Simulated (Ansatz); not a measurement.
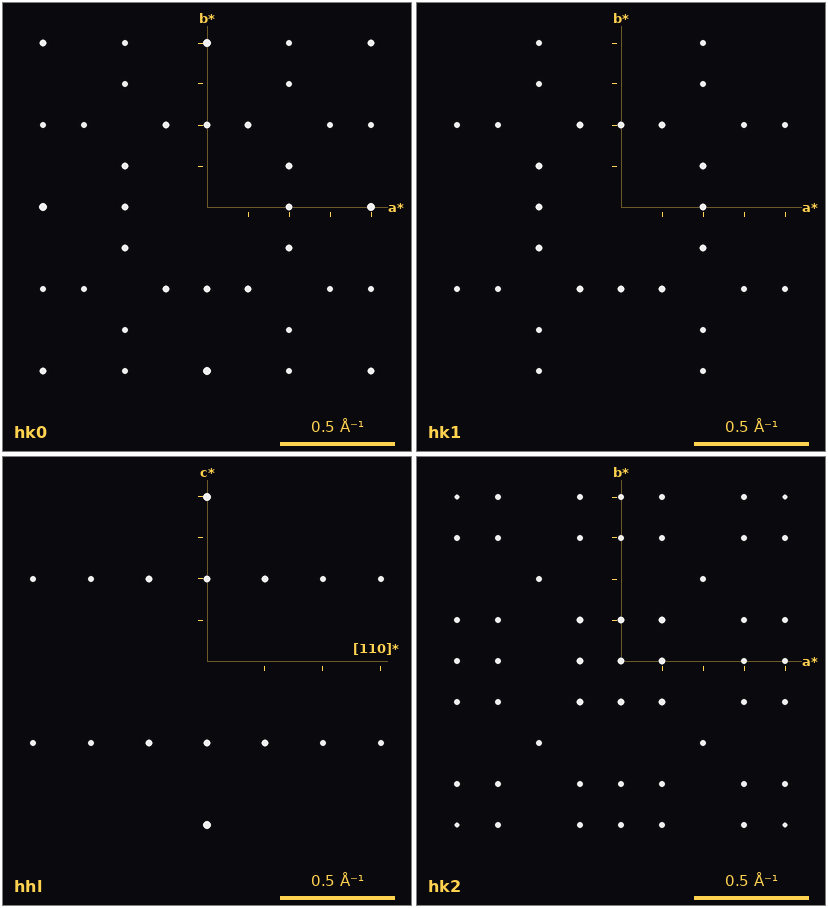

Four undistorted layers of reciprocal space, calculated for a single crystal (X-rays, kinematic |F|², B = 0.5 Å²). Tick marks count the reciprocal lattice steps of the conventional cell along each axis.

The compound is Zr. Structure: the input geometry of an electronic-structure calculation (not necessarily at equilibrium); the starting structure was generated, so it need not be a known form of this composition.

Question: Read the reciprocal cell and give the direct cell.

Answer: a* = 0.180, b* = 0.180, c* = 0.180 Å⁻¹; the cell is cubic with a = 5.55 Å.

Question: Which reflection conditions do the layers show?

Answer: Reflections are present only under these conditions. hkl: no condition; hk0: no condition; hhl: l = 2n; h00: h = 2n. The lattice is primitive (P). Further gaps, such as 0 4 1, 4 0 1, 1 4 0, come from atoms on special positions, not from the group's general conditions. A few very weak reflections are below the display threshold.

Question: Which space groups fit?

Answer: The intensities have Laue symmetry m-3m (the hk0 layer shows 4mm, hk1 shows 4mm). With these conditions the candidates are P-43n (No. 218), Pm-3n (No. 223). Diffraction geometry alone does not choose among them; the structure has Pm-3n.
